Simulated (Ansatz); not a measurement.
# Single-point calculation, with input and output: Ni

System: Ni (1 atom in the cell).
Method: DFT, PBE, PAW, plane waves, scalar-relativistic, spin-polarised (Ansatz 0.2.0).

The structure derives from an entry of the Crystallography Open Database. It belongs to a series of runs on one base structure; here: default SCF settings. Figures and captions count atoms from 1; the log counts them from 0 in places.

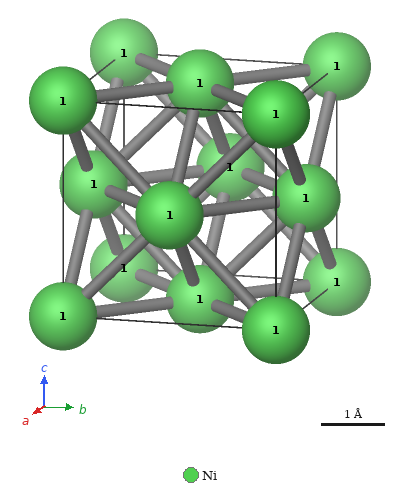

Figure 1. The structure as given in the input (ball-and-stick view of the cell 4 times as large as that of the calculation, set on its symmetry axes, seen slightly off an axis; atoms are numbered from 1 in the order of the input). An atom can appear more than once, as a periodic image.

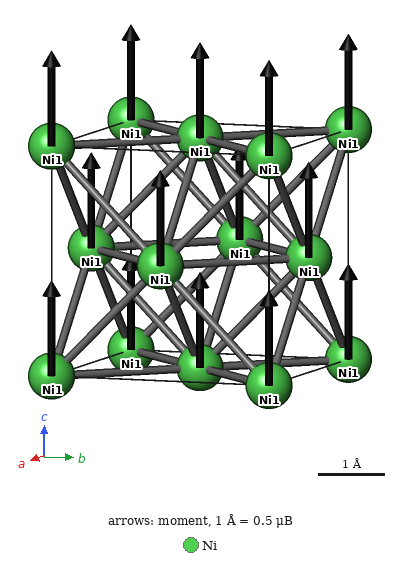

Figure 2. Magnetic moments of the sites as black arrows (ball-and-stick view of the cell 4 times as large as that of the calculation, set on its symmetry axes, seen slightly off an axis; atoms are numbered from 1 in the order of the input); small moments hardly show. The run is collinear, so the axis drawn is arbitrary. Site moments: Ni1 (0.73 μB). They are counted near the atoms and needn't add up to the moment of the cell.

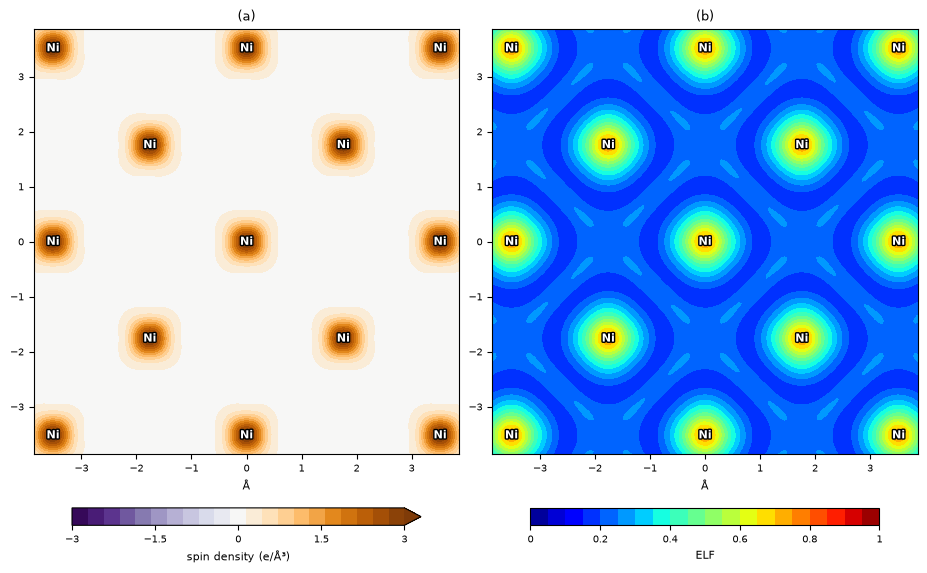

Figure 3. (a) spin density (up minus down); (b) electron localisation function on the (100) plane of the conventional cell. Atoms in the plane: Ni. Ni–Ni (2.49 Å): the ELF is about 0.25 at the midpoint; no shared electron pair. The strong features right at Ni lie inside the PAW spheres (semicore, d or f shells) and say nothing about bonding. The cell of the calculation (1 atoms) carries 0.7 μB net. Core electrons are frozen (PAW), so the fields are smoothed inside the atomic spheres.

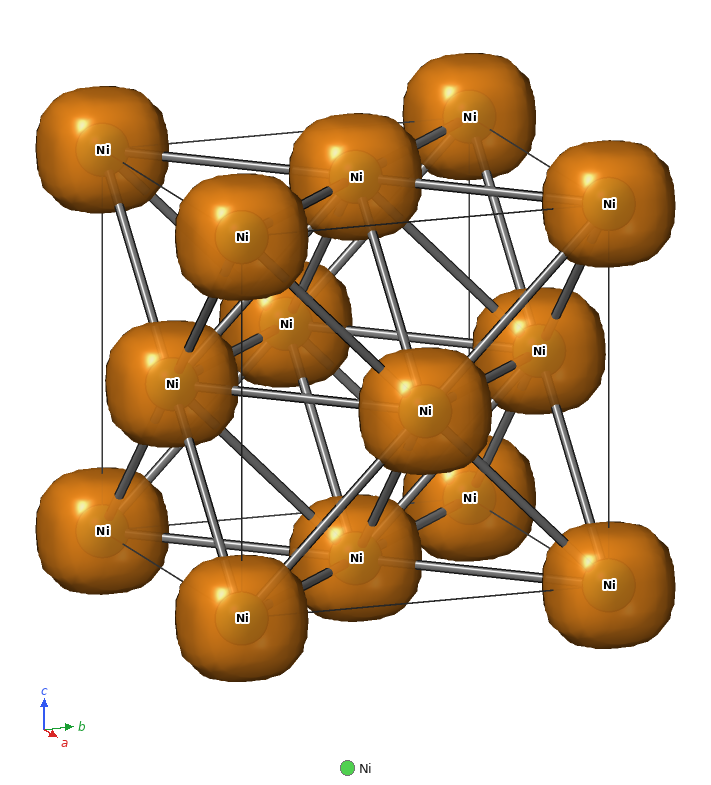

Figure 4. Isosurface of the magnetisation density (up minus down) at +0.2 e/Å³ (orange), seen slightly off an axis. Sticks mark near contacts. The outline is the cell set on symmetry axes. The cell of the calculation (1 atoms) carries 0.7 μB net.

These pictures come from the run below.

**Input file**
```yaml
crystal:
  lattice:
    - [0.0, 1.7585, 1.7585]
    - [1.7585, 0.0, 1.7585]
    - [1.7585, 1.7585, 0.0]
  atoms:
    - { symbol: Ni, position: [0.0, 0.0, 0.0], spin: 2.0 }
magnetization:
  spin_polarized: true
hamiltonian:
  xc: pbe
  pseudopotentials: { kind: paw }
basis:
  ecutwfc: 420
kpoints:
  mp_grid: { grid: [12, 12, 12] }
scf:
  occupations: { method: gaussian, width: 0.1 }
  lower_state_search: "off"
output:
  forces: true
  stress: true
  write_density: true
  write_potential: true
  elf: true
  volumetric_format: npy
```

Command:
```bash
ansatz run input.yaml --threads 2 --pin off --max-ram 5120MiB --backend cpu --events-out ev --progress --plain --runs-dir out
```

**What the program printed**
```
Engine: ansatz 0.2.0, aarch64-unknown-linux-gnu
Pseudopotentials: kind: paw
Pseudopotential: Ni, paw, valence charge 18, recommended cutoff 420 eV (normal), Ni.paw.azcp
Functional definition: PBE
  parameter kappa = 0.804
  parameter beta = 0.06672455060314922
  exchange = pbe_x(kappa = kappa, mu = beta*pi^2/3)
  correlation = pbe_c(beta = beta)
Crystal: 1 atoms, lattice volume = 10.876 Å³
Basis set: ecut = 420 eV, 181 PW (Γ), exchange–correlation on 36×36×36 points (8 copies of the dense FFT grid, shifted against one another)
Bands: 14, of which v1, the nominal top of the filled ones, is band 9 counted from 1 (8 counted from 0)
Symmetry: 48 space group operations
Space group: Fm-3m (ITA 225), of the structure as read, at distance tolerance 2.2e-5 Å
Magnetic group: BNS 225.116 (UNI 1618), of the structure as read, at distance tolerance 2.2e-5 Å
k-points: 72 of 1728
Non-local potential: Ni, projectors of the file, l = 0: 3, l = 1: 2, l = 2: 3, l = 3: 1
PAW form: soft (Blöchl's): semilocal exchange-correlation on the pseudo side does not see the compensation charge
PAW one-centre angular grid: Ni, 590 points (default); XC on 64 Gauss nodes
Initial density: superposition of atomic densities (chi_scale 0.1, normalization cell)
Starting moments: Σ|m| = 2 μB on 1 of 1 site
Initial wavefunctions: pseudopotential atomic-orbital guess
Functional: x = pbe(κ = 0.804, μ = 0.2195149727645171), c = pbe(β = 0.06672455060314922)
iter 1 solved again at ethr=3.97e-5 eV; its pass at ethr=3.10e-3 eV (dr2=7.15e-3 eV) is discarded
SCF iter   1: F=—  HF=-5839.446293 eV  |F-HF|=—  |Δ(HF+E_count)|=         —  Δρ=1.23e-1 (↑1.15e-1 ↓1.23e-1)  dr2=6.94e-3  dr2_m=1.41e0  M=0.955 μB ∫|m|=1.054 μB  β_m=0.30  ethr=3.97e-5  ⟨swp⟩=1.0  Hψ=13748  notcnv=0
Mixer restart at iter 1: flushing history
preconditioner: auto → none  [metal: Δε(μ)=0.020 eV  Ē_g=16.857 eV  σ=0.100 eV  W_gap=0.11  n_scr=0 (ndim 8)  ℏωp=35.6 eV  f_vac=0.000  D(μ)=1.28/eV (n_scr^D=14)]
spin-set hold released at iteration 1 (the charge has settled, or the pull on large starting moments outlasts its swing): the magnetisation degrees of freedom join the quasi-Newton model from the next iteration; the mixer history was flushed
SCF iter   2: F=—  HF=-5839.557670 eV  |F-HF|=—  |Δ(HF+E_count)|=   1.11e-1  Δρ=1.08e-1 (↑9.42e-2 ↓1.08e-1)  dr2=1.27e-2  dr2_m=1.02e0  M=0.832 μB ∫|m|=0.956 μB  β_m=0.39  ethr=3.86e-5  ⟨swp⟩=2.6  Hψ=3063  notcnv=0
SCF iter   3: F=—  HF=-5839.789011 eV  |F-HF|=—  |Δ(HF+E_count)|=   2.31e-1  Δρ=3.95e-2 (↑3.95e-2 ↓3.20e-2)  dr2=3.04e-1  dr2_m=1.52e-3  M=0.730 μB ∫|m|=0.841 μB  β_m=0.41  ethr=3.86e-5  ⟨swp⟩=2.8  Hψ=4475  notcnv=0
SCF iter   4: F=—  HF=-5839.711310 eV  |F-HF|=—  |Δ(HF+E_count)|=   7.77e-2  Δρ=1.84e-2 (↑1.28e-2 ↓1.84e-2)  dr2=2.87e-3  dr2_m=2.30e-2  M=0.556 μB ∫|m|=0.677 μB  β_m=0.52  ethr=3.86e-5  ⟨swp⟩=2.0  Hψ=4926  notcnv=0  defer=57
SCF iter   5: F=—  HF=-5839.722396 eV  |F-HF|=—  |Δ(HF+E_count)|=   1.11e-2  Δρ=8.04e-3 (↑8.04e-3 ↓7.88e-3)  dr2=4.46e-5  dr2_m=6.30e-3  M=0.652 μB ∫|m|=0.755 μB  β_m=0.61  ethr=1.59e-5  ⟨swp⟩=2.2  Hψ=3396  notcnv=0  defer=61
SCF iter   6: F=—  HF=-5839.724807 eV  |F-HF|=—  |Δ(HF+E_count)|=   2.41e-3  Δρ=8.19e-4 (↑4.29e-4 ↓8.19e-4)  dr2=3.08e-5  dr2_m=1.82e-5  M=0.692 μB ∫|m|=0.790 μB  β_m=0.81  ethr=2.48e-7  ⟨swp⟩=2.0  Hψ=3261  notcnv=0  defer=61
SCF iter   7: F=—  HF=-5839.724839 eV  |F-HF|=—  |Δ(HF+E_count)|=   3.19e-5  Δρ=2.30e-4 (↑2.15e-4 ↓2.30e-4)  dr2=9.34e-8  dr2_m=4.83e-6  M=0.694 μB ∫|m|=0.790 μB  β_m=0.81  ethr=1.71e-7  ⟨swp⟩=1.5  Hψ=2308  notcnv=0  defer=61
SCF iter   8: F=—  HF=-5839.724841 eV  |F-HF|=—  |Δ(HF+E_count)|=   1.45e-6  Δρ=1.01e-4 (↑1.01e-4 ↓3.07e-5)  dr2=9.08e-7  dr2_m=1.69e-7  M=0.693 μB ∫|m|=0.789 μB  β_m=0.90  ethr=5.19e-10  ⟨swp⟩=10.3  Hψ=13656  notcnv=0
SCF iter   9: F=-5839.724841 eV  HF=-5839.724841 eV  |F-HF|=1.49e-10  |Δ(HF+E_count)|=   6.95e-8  Δρ=2.55e-6 (↑5.14e-7 ↓2.55e-6)  dr2=2.89e-10  dr2_m=2.00e-10  M=0.693 μB ∫|m|=0.789 μB  ethr=5.19e-10  ⟨swp⟩=6.1  Hψ=11541  notcnv=0
SCF 1 converged in 9 iterations: F = -5839.724841 eV  dr2 = 2.89e-10
  greatest PAW one-centre occupation: 1.001 electrons in one spin orbital (limit 2), on the Ni atom at site 0 (counted from 0), in its partial waves of l = 1
SCF converged after 9 iterations
Magnetization: 0.6932 μB (9.3466 up, 8.6534 down)
Absolute magnetization: 0.7899 μB (∫|ρ↑−ρ↓|, with the PAW one-centre terms)
Spin contamination: 0.0079 ħ² per cell (⟨S²⟩ above its minimum at these occupations)
Per-site moments (μB) at R_I (Å): [(0.7342671749028611, 1.0258440016411488)]
Free energy (F): -5839.724841 eV
Harris-Foulkes:  -5839.724841 eV  (|F-HF|=1.49e-10)
Internal energy: -5839.716790 eV  (E = F + TS)
E sigma→0 (E₀):  -5839.720815 eV
Entropy (-TS):   -0.008051 eV (-8.051 meV/atom)
Fermi energy:    18.198961 eV
--- Per-component energies (eV) ---
  E_band       = -284.376155
  E_kinetic    = 282.026365
  E_local      = -3435.923625  (includes V_loc(G=0)·N_el)
  E_nonlocal   = 635.394670
  E_hartree    = 1434.117901
  E_xc         = -84.815842
  E_vxc        = -109.370829  (∫ρ·V_xc dr)
  E_paw        = -1629.486723  (= ΣΔE_a)
  E_vpaw       = -524.737907  (= ΣTr[D̂ρ^β])
  E_aug_tail   = 0.000581  (compensation charges beyond the density's cutoff)
  E_ewald      = -3041.030118
  E_smearing   = -0.008051  (= −TS)
  E_closure    = -0.000000  (closes the sum)
  Σ components = -5839.724841   (vs F -5839.724841, Δ=0.00e0)
--- Forces (eV/Å), atoms counted from 1 ---
  atom   1  Ni    -0.00000000    -0.00000000     0.00000000
  max |Σ_I F_I| component: 1.36e-31 eV/Å
--- Stress (GPa, compression-positive) ---
        0.691054       0.000000      -0.000000
        0.000000       0.691054       0.000000
       -0.000000      -0.000000       0.691054
  P = ⅓ Tr σ = 0.6911 GPa (6.911 kbar)
--- Band table (eV; the first three rows and the last of 144) ---
  k-point 0 ↑: bands = ["-85.5359", "-45.7915", "-45.7915", "-45.7915", "9.0635", "15.6831", "15.6831", "15.6831", "16.8808", "16.8808", "41.6910", "45.6569", "45.6569", "45.6569"]
  k-point 1 ↑: bands = ["-85.5336", "-45.8063", "-45.7936", "-45.7936", "9.3345", "15.6145", "15.7423", "15.7423", "16.8567", "16.8567", "40.5961", "43.2856", "45.0142", "45.0142"]
  k-point 2 ↑: bands = ["-85.5275", "-45.8464", "-45.7994", "-45.7994", "10.1187", "15.4555", "15.8673", "15.8673", "16.8347", "16.8347", "36.7263", "42.4546", "44.1043", "44.1043"]
  k-point 71 ↓: bands = ["-84.5669", "-45.0385", "-45.0385", "-44.9751", "14.7788", "15.7114", "15.7114", "17.4409", "18.6246", "26.0452", "26.0452", "28.2729", "29.3286", "48.3171"]
```

**Summary**

- outcome: converged
- space group (tolerance 0.01 Å): Fm-3m (225)
- electrons treated: 18
- free energy: −5839.7248 eV
- Fermi energy: 18.199 eV
- net moment of the cell: 0.69 μB
- integrated absolute moment: 0.79 μB
- pressure: 0.69 GPa
- largest force (length of the vector): under 0.001 eV/Å
- hardware: 2 threads of Arm Neoverse V1, 24 GiB of memory available, shared host
- wall time: 1.7 s (CPU time 3.2 s)
- peak memory: 0.26 GiB
